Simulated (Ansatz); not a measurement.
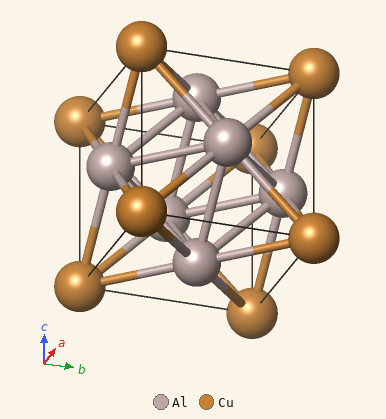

Figure: ball-and-stick view from a general direction. Atoms at the boundary of the conventional unit cell (the box) are drawn once for each face, edge or corner they touch.

The formula is Al₃Cu. The symmetry is that of Pm-3m (No. 221), on a primitive cubic lattice. The structure is of the kind named Cu₃Au (L1₂) type. The cell comprises 1 formula unit: 3 Al, 1 Cu. Al bonds to eight Al and four Cu in a cuboctahedral arrangement. The neighbours of Cu are twelve Al in a cuboctahedral arrangement. The bonds build a three-dimensional framework.

The initial geometry was a structure listed in the Materials Project. The cell was then strained or its atoms displaced on purpose. It was run through Ansatz as a DFT input.

At this level of theory the cell isn't at rest (stretched, at -8 GPa), so its distances can differ from those at equilibrium, the more so the softer the solid.
